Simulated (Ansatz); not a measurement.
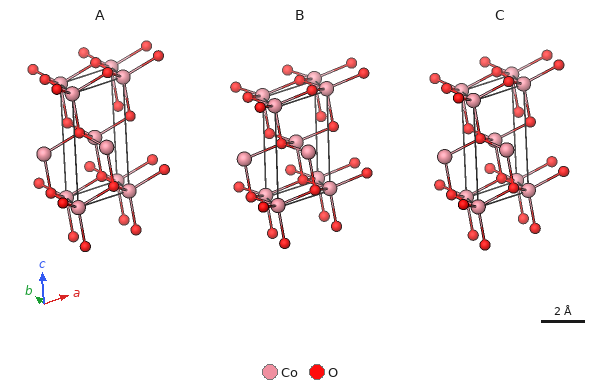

3 geometries from one relaxation of crystalline CoO (set up in R3m), in shuffled order. A ball-and-stick model of the reduced cell, seen slightly off an axis. Lengths and directions refer to the drawn axes.

Case: no spin polarisation.

All numbers below come from DFT PBE+U, scalar-relativistic, plane waves, PAW in Ansatz 0.2.0. (plane-wave cutoff 420 eV; k-point mesh 12 × 12 × 12; occupations gaussian; smearing width 0.02 eV; U Co 3.32 eV; no spin polarisation; cell and atoms relaxed; force threshold 0.01 eV/Å; at most 60 steps)

Question: Order the frames from highest to lowest energy.

Answer: A, C, B. They are steps 0, 4, 11, at +70.3 meV per atom, +14.3 meV per atom relative to the last. The largest moves relative to the cell, 0.10 Å, are those of Co and O atoms. By element the largest moves are O 0.10 Å, Co 0.10 Å. The drawn cell changes as follows: a = b 3.204 → 3.271 Å (+2.1 %), c 5.456 → 4.824 Å (−11.6 %), α 72.9° → 70.2°, β 72.9° → 70.2°; the volume changes by −9.9 %. Some distances before and after: Co–O 1.909 → 1.855 Å, Co–O 1.963 → 1.923 Å. Bond angles that change, for instance: Co–O–Co 109.6° → 100.9°, O–Co–O 109.6° → 100.9°, Co–O–Co 109.4° → 116.5°. The space group stays R3m (No. 160). Over 8 accepted moves (11 points after the start) the energy falls by 70.3 meV per atom. Largest force component: 0.21 eV/Å at the start, 0.00092 eV/Å at the end. Pressure: −13.17 GPa at the start and 0.00 GPa at the end. The line search rejected the trial step at point 6 of the run. At 2 points the geometry stayed and the basis and grid were re-selected for the new cell (energy shift of 1.3 meV per atom at most each time). The run may lie on a higher electronic state than the lowest, so the end point isn't shown to be the ground-state structure.
